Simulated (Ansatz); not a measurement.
**A series of single points on Pb**

System: Pb (2 atoms in the cell).
Method: DFT, LDA, all-electron PAW with datasets made for the crystal, scalar-relativistic, no spin polarisation (Ansatz 0.2.0).

The 6 runs differ only in the geometry, by a strain of the cell at fixed fractional positions. Against run 4, the strain is εxx = −0.01 η, εxy = η, εxz = η, εyy = −0.01 η, εyz = η and εzz = −0.01 η. The structure derives from a Materials Project entry.

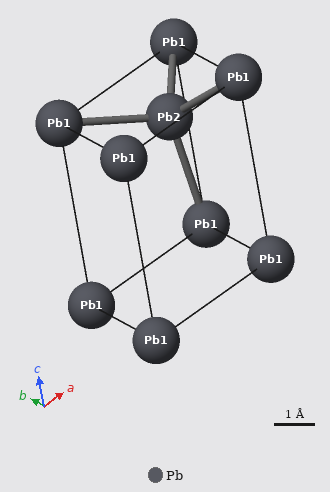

Figure 1. The structure of run 4 (ball-and-stick view of the reduced cell, seen slightly off an axis; atoms are numbered from 1 in the order of the input).

## Input of run 4
```yaml
crystal:
  lattice:
    - [0.0343900006, 3.4561950558, 3.4561950558]
    - [3.4561950558, 0.0343900006, 3.4561950558]
    - [3.4561950558, 3.4561950558, 0.0343900006]
  atoms:
    - { symbol: Pb, position: [0.0, 0.0, 0.0] }
    - { symbol: Pb, position: [0.25, 0.25, 0.25] }
kpoints:
  mp_grid: { grid: [8, 8, 8] }
scf:
  occupations: { method: fermi_dirac, width: 0.05 }
hamiltonian:
  xc: lda
  pseudopotentials: { kind: all_electron, datasets: crystal }
output:
  forces: true
  stress: true
  eigenvalues: true
  efg: { contact_densities: true }
```

Command:
```bash
ansatz run input.yaml --threads 1 --pin off --max-ram 3072MiB --backend cpu --events-out ev --progress --plain --runs-dir out
```

Run 2 differs from it as follows:
```diff
-    - [0.0343900006, 3.4561950558, 3.4561950558]
-    - [3.4561950558, 0.0343900006, 3.4561950558]
-    - [3.4561950558, 3.4561950558, 0.0343900006]
+    - [-0.0687800011, 3.4046100549, 3.4046100549]
+    - [3.4046100549, -0.0687800011, 3.4046100549]
+    - [3.4046100549, 3.4046100549, -0.0687800011]
```

## Results, with one run withheld

| run | strain parameter η (%) | free energy per atom, from the lowest run given (meV) | pressure (GPa) |
| --- | --- | --- | --- |
| 1 | −1.9901 | 10.99 | −0.59 |
| 2 | −1.4926 | ? | ? |
| 3 | −0.9951 | 0.05 | −0.72 |
| 4 | 0.0000 | 0.00 | −0.72 |
| 5 | 0.4975 | 3.65 | −0.68 |
| 6 | 0.9951 | 9.54 | −0.61 |

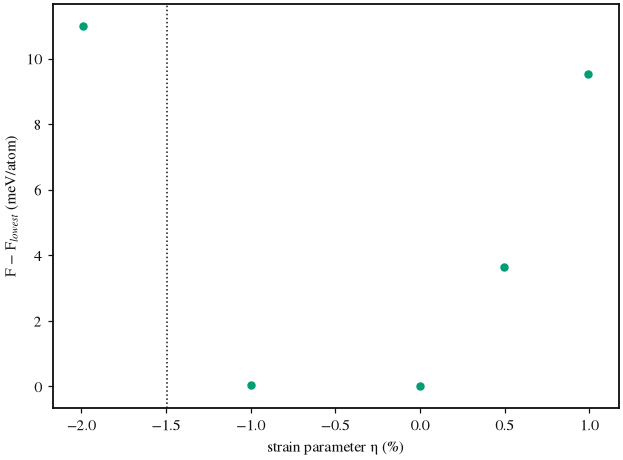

Figure 2. Free energy per atom of the runs given; the dotted line marks run 2.

Fit the runs given and predict run 2.

A cubic polynomial in the coordinate, fitted to the 5 runs given, misses them by under 0.01 meV per atom. With x = η + 0.2985, it reads F = −1.0517 + 2.0353 x + 5.0399 x² − 0.21956 x³ (meV per atom). At run 2 it gives 4.08 meV per atom, and the run itself gives 4.08. The fit has its minimum at η = −0.4978 %.

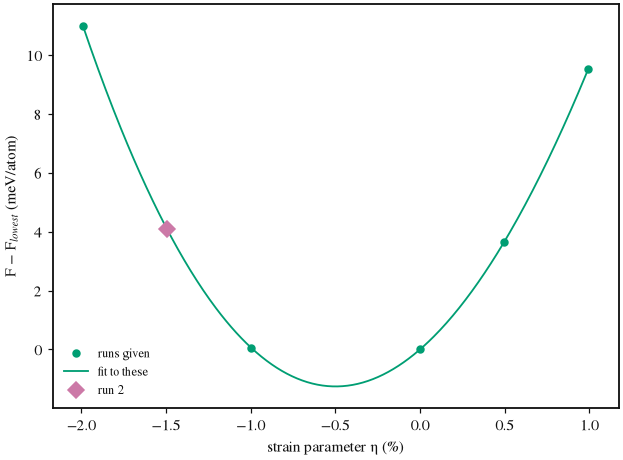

Figure 3. The fit and the withheld run.

## Output, shortened to warnings, some set-up lines, iterations and results (run 2)
```
Basis set: ecut = 240 eV, 687 PW (Γ)
Symmetry: 12 space group operations
k-points: 65 of 512
Initial density: superposition of atomic densities (neutral atoms: chi_scale 0, normalization atom)
[...]
SCF iter   1: F=—  HF=-1135525.011186 eV  |F-HF|=—  |Δ(HF+E_count)|=         —  Δρ=1.76e-2  dr2=2.73e-1  ethr=1.03e-3  ⟨swp⟩=4.7  Hψ=7045  notcnv=0
SCF iter   2: F=—  HF=-1135524.909829 eV  |F-HF|=—  |Δ(HF+E_count)|=   1.01e-1  Δρ=7.15e-3  dr2=4.49e-2  ethr=9.74e-4  ⟨swp⟩=2.0  Hψ=2472  notcnv=0
SCF iter   3: F=—  HF=-1135524.891572 eV  |F-HF|=—  |Δ(HF+E_count)|=   1.83e-2  Δρ=8.64e-4  dr2=5.56e-4  ethr=1.94e-6  ⟨swp⟩=2.7  Hψ=6499  notcnv=0
SCF iter   4: F=—  HF=-1135524.891270 eV  |F-HF|=—  |Δ(HF+E_count)|=   3.02e-4  Δρ=4.45e-4  dr2=2.12e-4  ethr=1.94e-6  ⟨swp⟩=3.0  Hψ=3074  notcnv=0
SCF iter   5: F=—  HF=-1135524.891180 eV  |F-HF|=—  |Δ(HF+E_count)|=   9.06e-5  Δρ=1.40e-4  dr2=1.84e-5  ethr=7.58e-7  ⟨swp⟩=3.0  Hψ=2497  notcnv=0
SCF iter   6: F=—  HF=-1135524.891172 eV  |F-HF|=—  |Δ(HF+E_count)|=   8.18e-6  Δρ=7.47e-5  dr2=4.98e-6  ethr=6.58e-8  ⟨swp⟩=2.0  Hψ=2167  notcnv=0
SCF iter   7: F=—  HF=-1135524.891169 eV  |F-HF|=—  |Δ(HF+E_count)|=   2.56e-6  Δρ=2.01e-5  dr2=3.48e-7  ethr=1.78e-8  ⟨swp⟩=3.0  Hψ=2256  notcnv=0
SCF iter   8: F=-1135524.891169 eV  HF=-1135524.891169 eV  |F-HF|=4.19e-9  |Δ(HF+E_count)|=   1.38e-7  Δρ=1.75e-6  dr2=2.82e-9  ethr=1.24e-9  ⟨swp⟩=3.0  Hψ=2690  notcnv=0
SCF 1 converged in 8 iterations: F = -1135524.891170 eV  dr2 = 2.82e-9
  Residual-converged pass: ⟨swp⟩=3.0  Hψ=2767  notcnv=0  max |occ|·‖R‖ = 5.2e-6 eV (tolerance 5.3e-6 eV)  dr2=1.99e-9  dr2_onsite=3.24e-9  max |Δocc| = 4.9e-11
SCF converged after 8 iterations
Free energy (F): -1135524.891170 eV
Harris-Foulkes:  -1135524.891170 eV  (|F-HF|=4.19e-9)
Internal energy: -1135524.886927 eV  (E = F + TS)
E sigma→0 (E₀):  -1135524.889049 eV
Entropy (-TS):   -0.004243 eV (-2.121 meV/atom)
Past the cutoff: the bands carry plane waves up to 1.75 times it, of which those up to 1.5 times it add -0.000749 eV an atom, each by itself; the spheres take 0.001377 eV an atom off the energy for waves past 1.75 times it
By the cutoff:   a pressure is off by up to 0.011 GPa (1.2 times the spheres' own share and the shells' term, over an atom's volume, and 0.004 GPa: a bound that held against runs at twice the plane waves)
Past the cutoffs: a stress includes 0.0020 GPa for waves and charges beyond them, in addition to the slope of what the spheres take
In the spheres:  the bands' charges fall short by 1.7e-6 e at most (sound up to 1e-3)
Fermi energy:    10.265269 eV
--- Per-component energies (eV) ---
  E_band       = -90.540162
  E_kinetic    = 285.443093
  E_local      = -2479.117372  (includes V_loc(G=0)·N_el)
  E_nonlocal   = 750.541184
  E_hartree    = 1112.131143
  E_xc         = -149.457436
  E_vxc        = -178.013764  (∫ρ·V_xc dr)
  E_paw        = -1138988.522603  (= ΣΔE_a)
  E_vpaw       = -6847.903182  (= ΣTr[D̂ρ^β])
  E_ewald      = -2210.150401
  E_smearing   = -0.004243  (= −TS)
  E_closure    = 6154.245464  (closes the sum)
  Σ components = -1135524.891170   (vs F -1135524.891170, Δ=0.00e0)
  The terms above E_closure are by the made datasets' own strengths, without shells solved beside the bands.
--- Forces (eV/Å), atoms counted from 1 ---
  atom   1  Pb    -0.13838485    -0.13838485    -0.13838485
  atom   2  Pb     0.13838485     0.13838485     0.13838485
  max |Σ_I F_I| component: 2.78e-17 eV/Å
--- Stress (GPa, compression-positive) ---
       -0.674291       0.714011       0.714011
        0.714011      -0.674291       0.714011
        0.714011       0.714011      -0.674291
  P = ⅓ Tr σ = -0.6743 GPa (-6.743 kbar)
--- PAW observables at the nuclei: V_zz in 10²¹ V/m², potentials from the cell's mean, atoms counted from 1 ---
  atom   1  Pb V_zz =    -5.391028   η = 0.0000   by run symmetry: allowed
            electrostatic potential = -17470.103524 V   contact ρ = 16457095.125090 e/Å³
  atom   2  Pb V_zz =    -5.391028   η = 0.0000   by run symmetry: allowed
            electrostatic potential = -17470.103524 V   contact ρ = 16457095.125090 e/Å³
```

The program warns: the field gradients leave out spin–orbit coupling. Spin–orbit coupling is left out, which matters for Pb.
